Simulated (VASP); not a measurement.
# TiN: optical-spectrum calculation (part 2 of 3)

TiN (2 atoms in the cell); Kohn-Sham DFT of a periodic cell, PBE, VASP PAW PBE potentials, recommended, no spin polarisation (VASP 6.6.1); cutoff 520 eV, 18×18×18 k-mesh, Gaussian smearing of 0.02 eV. The structure derives from an entry of the Crystallography Open Database.

Geometry of the input (Å; fractional positions):
```
0.0000  2.1246  2.1246
2.1246  -0.0000  2.1246
2.1246  2.1246  0.0000
Ti 0.0000  0.0000  0.0000
N  0.5000  0.5000  0.5000
```

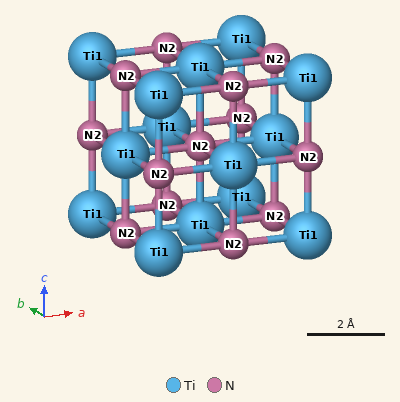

The input geometry (ball-and-stick view of the cell 4 times as large as that of the calculation, set on its symmetry axes, seen slightly off an axis; atoms are numbered from 1 in the order of the input). An atom can appear more than once, as a periodic image.

**Parts of OUTCAR, continued**
```
 -----------------------------------------------------------------------------------
      0.00000      0.00000      0.00000         0.000000      0.000000      0.000000
      2.12464      2.12464      2.12464        -0.000000     -0.000000     -0.000000
 -----------------------------------------------------------------------------------
    total drift:                                0.000000     -0.000000     -0.000000

  FREE ENERGIE OF THE ION-ELECTRON SYSTEM (eV)
  ---------------------------------------------------
  free  energy   TOTEN  =       -19.6365025486 eV

  energy  without entropy=      -19.6363467208  energy(sigma->0) =      -19.63642463

 electrical conductivity sigma (Mega S m-1) (frequency dependency in vasprun.xml)
  --------------------------------------------------------------------------------------
       0.110      -0.000       0.000
      -0.000       0.110      -0.000
       0.000      -0.000       0.110

  frequency dependent IMAGINARY DIELECTRIC FUNCTION (independent particle, no local field effects) density-density
     E(ev)      X         Y         Z        XY        YZ        ZX
  --------------------------------------------------------------------------------------------------------------
     0.00000     0.00000     0.00000     0.00000     0.00000     0.00000     0.00000
     1.81080     2.38761     2.38761     2.38761     0.00000    -0.00000     0.00000
     3.62160     5.97465     5.97465     5.97465    -0.00000    -0.00000     0.00000
     5.43239     9.84000     9.84000     9.84000    -0.00000     0.00000     0.00000
     7.24319     6.85259     6.85259     6.85259     0.00000    -0.00000    -0.00000
     9.05399     4.97231     4.97231     4.97231     0.00000     0.00000    -0.00000
    10.86479     1.39832     1.39832     1.39832     0.00000     0.00000     0.00000
    12.67558     1.75890     1.75890     1.75890     0.00000     0.00000    -0.00000
    14.48638     1.97467     1.97467     1.97467    -0.00000    -0.00000     0.00000
    16.29718     1.21072     1.21072     1.21072     0.00000    -0.00000     0.00000
    18.10798     1.64348     1.64348     1.64348    -0.00000    -0.00000     0.00000
    19.91877     1.32627     1.32627     1.32627    -0.00000     0.00000     0.00000
    21.72957     1.01461     1.01461     1.01461    -0.00000     0.00000     0.00000
    23.54037     0.45516     0.45516     0.45516     0.00000     0.00000     0.00000
    25.35117     0.39344     0.39344     0.39344     0.00000    -0.00000    -0.00000
    27.16196     0.37512     0.37512     0.37512     0.00000    -0.00000     0.00000
    28.97276     0.32401     0.32401     0.32401     0.00000     0.00000     0.00000
    30.78356     0.18529     0.18529     0.18529     0.00000    -0.00000     0.00000
    32.59436     0.34585     0.34585     0.34585    -0.00000    -0.00000     0.00000
    34.40515     1.52240     1.52240     1.52240    -0.00000    -0.00000    -0.00000
    36.21595     3.28193     3.28193     3.28193    -0.00000    -0.00000    -0.00000
    38.02675     1.35701     1.35701     1.35701     0.00000    -0.00000    -0.00000
    39.83755     0.28116     0.28116     0.28116     0.00000     0.00000    -0.00000
    41.64834     0.14093     0.14093     0.14093     0.00000     0.00000    -0.00000
    43.45914     0.17350     0.17350     0.17350    -0.00000    -0.00000    -0.00000
    45.26994     0.20453     0.20453     0.20453    -0.00000    -0.00000    -0.00000
    47.08074     0.40446     0.40446     0.40446     0.00000     0.00000    -0.00000
    48.89153     0.11793     0.11793     0.11793    -0.00000    -0.00000     0.00000
    50.70233     0.07308     0.07308     0.07308     0.00000    -0.00000     0.00000
    52.51313     0.05680     0.05680     0.05680    -0.00000    -0.00000     0.00000
    54.32393     0.07235     0.07235     0.07235     0.00000    -0.00000     0.00000
    56.13472     0.10604     0.10604     0.10604     0.00000     0.00000    -0.00000
    57.94552     0.07962     0.07962     0.07962    -0.00000    -0.00000    -0.00000
    59.75632     0.05193     0.05193     0.05193     0.00000     0.00000     0.00000
    61.56712     0.04215     0.04215     0.04215     0.00000    -0.00000    -0.00000
    63.37791     0.05975     0.05975     0.05975    -0.00000    -0.00000     0.00000
    65.18871     0.05744     0.05744     0.05744     0.00000    -0.00000    -0.00000
    66.99951     0.05346     0.05346     0.05346    -0.00000    -0.00000    -0.00000
    68.81031     0.04305     0.04305     0.04305    -0.00000    -0.00000     0.00000
    70.62111     0.05380     0.05380     0.05380    -0.00000    -0.00000     0.00000
    72.43190     0.04507     0.04507     0.04507     0.00000    -0.00000     0.00000
    74.24270     0.04343     0.04343     0.04343     0.00000     0.00000    -0.00000
    76.05350     0.03989     0.03989     0.03989    -0.00000    -0.00000     0.00000
    77.86430     0.04017     0.04017     0.04017    -0.00000    -0.00000    -0.00000
    79.67509     0.04129     0.04129     0.04129    -0.00000     0.00000    -0.00000
    81.48589     0.04285     0.04285     0.04285     0.00000     0.00000    -0.00000
    83.29669     0.03259     0.03259     0.03259    -0.00000    -0.00000     0.00000
    85.10749     0.03072     0.03072     0.03072    -0.00000    -0.00000    -0.00000
    86.91828     0.02674     0.02674     0.02674     0.00000     0.00000     0.00000
    88.72908     0.03050     0.03050     0.03050     0.00000    -0.00000    -0.00000
    90.53988     0.02051     0.02051     0.02051     0.00000    -0.00000    -0.00000
    92.35068     0.02011     0.02011     0.02011    -0.00000    -0.00000     0.00000
    94.16147     0.01607     0.01607     0.01607     0.00000     0.00000     0.00000
    95.97227     0.02265     0.02265     0.02265    -0.00000    -0.00000    -0.00000
    97.78307     0.01553     0.01553     0.01553     0.00000     0.00000    -0.00000
    99.59387     0.01730     0.01730     0.01730    -0.00000     0.00000     0.00000
   101.40466     0.00859     0.00859     0.00859     0.00000     0.00000    -0.00000
   103.21546     0.01604     0.01604     0.01604    -0.00000     0.00000    -0.00000
   105.02626     0.00871     0.00871     0.00871    -0.00000    -0.00000     0.00000
   106.83706     0.00653     0.00653     0.00653    -0.00000     0.00000    -0.00000
   108.64785     0.00600     0.00600     0.00600    -0.00000    -0.00000     0.00000
   110.45865     0.00547     0.00547     0.00547     0.00000    -0.00000     0.00000
   112.26945     0.00654     0.00654     0.00654    -0.00000    -0.00000     0.00000
   114.08025     0.00528     0.00528     0.00528     0.00000    -0.00000     0.00000
   115.89104     0.00735     0.00735     0.00735    -0.00000    -0.00000    -0.00000
   117.70184     0.00640     0.00640     0.00640     0.00000    -0.00000    -0.00000
   119.51264     0.00663     0.00663     0.00663     0.00000     0.00000    -0.00000
   121.32344     0.00529     0.00529     0.00529    -0.00000     0.00000     0.00000
   123.13423     0.00803     0.00803     0.00803     0.00000    -0.00000     0.00000
   124.94503     0.00331     0.00331     0.00331     0.00000     0.00000     0.00000
   126.75583     0.00331     0.00331     0.00331    -0.00000    -0.00000     0.00000
   128.56663     0.00176     0.00176     0.00176    -0.00000    -0.00000    -0.00000
   130.37743     0.00379     0.00379     0.00379    -0.00000     0.00000    -0.00000
   132.18822     0.00322     0.00322     0.00322    -0.00000     0.00000     0.00000
   133.99902     0.00213     0.00213     0.00213     0.00000     0.00000    -0.00000
   135.80982     0.00153     0.00153     0.00153    -0.00000    -0.00000     0.00000
   137.62062     0.00102     0.00102     0.00102    -0.00000    -0.00000    -0.00000
   139.43141     0.00120     0.00120     0.00120    -0.00000    -0.00000     0.00000
   141.24221     0.00131     0.00131     0.00131    -0.00000    -0.00000     0.00000
   143.05301     0.00076     0.00076     0.00076     0.00000    -0.00000    -0.00000
   144.86381     0.00062     0.00062     0.00062    -0.00000     0.00000     0.00000
   146.67460     0.00127     0.00127     0.00127    -0.00000    -0.00000     0.00000
   148.48540     0.00023     0.00023     0.00023     0.00000    -0.00000    -0.00000
   150.29620     0.00011     0.00011     0.00011     0.00000     0.00000     0.00000
   152.10700     0.00007     0.00007     0.00007     0.00000    -0.00000    -0.00000
   153.91779     0.00006     0.00006     0.00006     0.00000    -0.00000    -0.00000
   155.72859     0.00006     0.00006     0.00006     0.00000    -0.00000    -0.00000
   157.53939     0.00006     0.00006     0.00006     0.00000    -0.00000    -0.00000
   159.35019     0.00005     0.00005     0.00005     0.00000    -0.00000    -0.00000
   161.16098     0.00005     0.00005     0.00005     0.00000    -0.00000    -0.00000
   162.97178     0.00005     0.00005     0.00005     0.00000    -0.00000    -0.00000
   164.78258     0.00005     0.00005     0.00005     0.00000    -0.00000    -0.00000
   166.59338     0.00005     0.00005     0.00005     0.00000    -0.00000    -0.00000
   168.40417     0.00004     0.00004     0.00004     0.00000    -0.00000    -0.00000
   170.21497     0.00004     0.00004     0.00004     0.00000    -0.00000    -0.00000
   172.02577     0.00004     0.00004     0.00004     0.00000    -0.00000    -0.00000
   173.83657     0.00004     0.00004     0.00004     0.00000    -0.00000    -0.00000
   175.64736     0.00004     0.00004     0.00004     0.00000    -0.00000    -0.00000
   177.45816     0.00004     0.00004     0.00004     0.00000    -0.00000    -0.00000
   179.26896     0.00004     0.00004     0.00004     0.00000    -0.00000    -0.00000

  frequency dependent      REAL DIELECTRIC FUNCTION (independent particle, no local field effects) density-density
     E(ev)        X           Y           Z          XY          YZ          ZX
  --------------------------------------------------------------------------------------------------------------
     0.00000    52.91491    52.91491    52.91491     0.00000     0.00000    -0.00000
     1.81080     7.18912     7.18912     7.18912    -0.00000    -0.00000    -0.00000
     3.62160     7.68014     7.68014     7.68014     0.00000     0.00000    -0.00000
     5.43239     5.99386     5.99386     5.99386    -0.00000    -0.00000     0.00000
     7.24319     0.90828     0.90828     0.90828    -0.00000    -0.00000    -0.00000
     9.05399    -2.03778    -2.03778    -2.03778     0.00000    -0.00000     0.00000
    10.86479    -1.49146    -1.49146    -1.49146     0.00000    -0.00000     0.00000
    12.67558     0.67797     0.67797     0.67797     0.00000    -0.00000    -0.00000
    14.48638     0.08244     0.08244     0.08244    -0.00000    -0.00000    -0.00000
    16.29718     1.33348     1.33348     1.33348    -0.00000     0.00000     0.00000
    18.10798     0.10683     0.10683     0.10683    -0.00000    -0.00000    -0.00000
    19.91877    -0.16639    -0.16639    -0.16639    -0.00000    -0.00000    -0.00000
    21.72957    -0.09290    -0.09290    -0.09290     0.00000    -0.00000     0.00000
    23.54037     0.17677     0.17677     0.17677     0.00000    -0.00000     0.00000
    25.35117     0.51977     0.51977     0.51977    -0.00000    -0.00000    -0.00000
    27.16196     0.68933     0.68933     0.68933    -0.00000    -0.00000    -0.00000
    28.97276     0.73463     0.73463     0.73463    -0.00000    -0.00000    -0.00000
    30.78356     1.02868     1.02868     1.02868    -0.00000    -0.00000    -0.00000
    32.59436     1.59355     1.59355     1.59355    -0.00000    -0.00000    -0.00000
    34.40515     2.26117     2.26117     2.26117    -0.00000     0.00000    -0.00000
    36.21595     0.62886     0.62886     0.62886    -0.00000    -0.00000    -0.00000
    38.02675    -0.40331    -0.40331    -0.40331     0.00000     0.00000     0.00000
    39.83755    -0.37108    -0.37108    -0.37108     0.00000     0.00000     0.00000
    41.64834     0.17924     0.17924     0.17924     0.00000    -0.00000     0.00000
    43.45914     0.40171     0.40171     0.40171    -0.00000    -0.00000     0.00000
    45.26994     0.49011     0.49011     0.49011     0.00000     0.00000     0.00000
    47.08074     0.52491     0.52491     0.52491     0.00000    -0.00000     0.00000
    48.89153     0.41207     0.41207     0.41207     0.00000    -0.00000     0.00000
    50.70233     0.52807     0.52807     0.52807     0.00000     0.00000     0.00000
    52.51313     0.60860     0.60860     0.60860    -0.00000    -0.00000     0.00000
    54.32393     0.67426     0.67426     0.67426     0.00000     0.00000     0.00000
    56.13472     0.68685     0.68685     0.68685    -0.00000    -0.00000     0.00000
    57.94552     0.66176     0.66176     0.66176    -0.00000    -0.00000     0.00000
    59.75632     0.70507     0.70507     0.70507    -0.00000    -0.00000     0.00000
    61.56712     0.75431     0.75431     0.75431    -0.00000    -0.00000     0.00000
    63.37791     0.77106     0.77106     0.77106    -0.00000    -0.00000     0.00000
    65.18871     0.77130     0.77130     0.77130     0.00000    -0.00000     0.00000
    66.99951     0.78424     0.78424     0.78424    -0.00000    -0.00000     0.00000
    68.81031     0.79833     0.79833     0.79833    -0.00000    -0.00000     0.00000
    70.62111     0.80084     0.80084     0.80084    -0.00000    -0.00000     0.00000
    72.43190     0.81583     0.81583     0.81583     0.00000    -0.00000     0.00000
    74.24270     0.83325     0.83325     0.83325    -0.00000    -0.00000     0.00000
    76.05350     0.82980     0.82980     0.82980     0.00000    -0.00000     0.00000
    77.86430     0.84077     0.84077     0.84077     0.00000     0.00000     0.00000
    79.67509     0.84561     0.84561     0.84561     0.00000    -0.00000     0.00000
    81.48589     0.84391     0.84391     0.84391    -0.00000    -0.00000     0.00000
    83.29669     0.85679     0.85679     0.85679     0.00000    -0.00000     0.00000
    85.10749     0.86182     0.86182     0.86182    -0.00000    -0.00000     0.00000
    86.91828     0.86407     0.86407     0.86407    -0.00000    -0.00000     0.00000
    88.72908     0.86744     0.86744     0.86744     0.00000    -0.00000     0.00000
    90.53988     0.87254     0.87254     0.87254    -0.00000     0.00000     0.00000
    92.35068     0.87628     0.87628     0.87628    -0.00000    -0.00000     0.00000
    94.16147     0.88307     0.88307     0.88307    -0.00000    -0.00000     0.00000
    95.97227     0.88890     0.88890     0.88890     0.00000     0.00000     0.00000
    97.78307     0.88942     0.88942     0.88942    -0.00000    -0.00000     0.00000
    99.59387     0.89031     0.89031     0.89031    -0.00000    -0.00000     0.00000
   101.40466     0.89994     0.89994     0.89994    -0.00000    -0.00000     0.00000
   103.21546     0.89978     0.89978     0.89978    -0.00000    -0.00000     0.00000
   105.02626     0.90308     0.90308     0.90308    -0.00000    -0.00000     0.00000
   106.83706     0.90729     0.90729     0.90729    -0.00000    -0.00000     0.00000
   108.64785     0.91420     0.91420     0.91420    -0.00000    -0.00000     0.00000
   110.45865     0.91771     0.91771     0.91771    -0.00000    -0.00000     0.00000
   112.26945     0.92048     0.92048     0.92048    -0.00000    -0.00000     0.00000
   114.08025     0.92350     0.92350     0.92350    -0.00000    -0.00000     0.00000
   115.89104     0.92612     0.92612     0.92612    -0.00000    -0.00000     0.00000
   117.70184     0.92698     0.92698     0.92698    -0.00000    -0.00000     0.00000
   119.51264     0.93008     0.93008     0.93008    -0.00000    -0.00000     0.00000
   121.32344     0.93079     0.93079     0.93079    -0.00000    -0.00000     0.00000
   123.13423     0.93186     0.93186     0.93186    -0.00000     0.00000     0.00000
   124.94503     0.93255     0.93255     0.93255    -0.00000    -0.00000     0.00000
   126.75583     0.93600     0.93600     0.93600    -0.00000    -0.00000     0.00000
   128.56663     0.93846     0.93846     0.93846    -0.00000    -0.00000     0.00000
   130.37743     0.94019     0.94019     0.94019    -0.00000    -0.00000     0.00000
   132.18822     0.94167     0.94167     0.94167    -0.00000    -0.00000     0.00000
   133.99902     0.94312     0.94312     0.94312     0.00000     0.00000     0.00000
   135.80982     0.94483     0.94483     0.94483    -0.00000    -0.00000     0.00000
   137.62062     0.94662     0.94662     0.94662    -0.00000    -0.00000     0.00000
   139.43141     0.94841     0.94841     0.94841    -0.00000    -0.00000     0.00000
   141.24221     0.94983     0.94983     0.94983    -0.00000    -0.00000     0.00000
   143.05301     0.95135     0.95135     0.95135    -0.00000    -0.00000     0.00000
   144.86381     0.95287     0.95287     0.95287    -0.00000    -0.00000     0.00000
   146.67460     0.95337     0.95337     0.95337    -0.00000    -0.00000     0.00000
   148.48540     0.95464     0.95464     0.95464    -0.00000    -0.00000     0.00000
   150.29620     0.95638     0.95638     0.95638    -0.00000    -0.00000     0.00000
   152.10700     0.95768     0.95768     0.95768    -0.00000    -0.00000     0.00000
   153.91779     0.95888     0.95888     0.95888    -0.00000    -0.00000     0.00000
   155.72859     0.96000     0.96000     0.96000    -0.00000    -0.00000     0.00000
   157.53939     0.96105     0.96105     0.96105    -0.00000    -0.00000     0.00000
   159.35019     0.96205     0.96205     0.96205    -0.00000    -0.00000     0.00000
   161.16098     0.96300     0.96300     0.96300    -0.00000    -0.00000     0.00000
   162.97178     0.96392     0.96392     0.96392    -0.00000    -0.00000     0.00000
   164.78258     0.96479     0.96479     0.96479    -0.00000    -0.00000     0.00000
   166.59338     0.96563     0.96563     0.96563    -0.00000    -0.00000     0.00000
   168.40417     0.96643     0.96643     0.96643    -0.00000    -0.00000     0.00000
   170.21497     0.96721     0.96721     0.96721    -0.00000    -0.00000     0.00000
   172.02577     0.96796     0.96796     0.96796    -0.00000    -0.00000     0.00000
   173.83657     0.96868     0.96868     0.96868    -0.00000    -0.00000     0.00000
   175.64736     0.96937     0.96937     0.96937    -0.00000    -0.00000     0.00000
   177.45816     0.97004     0.97004     0.97004    -0.00000    -0.00000     0.00000
   179.26896     0.97069     0.97069     0.97069    -0.00000    -0.00000     0.00000
```
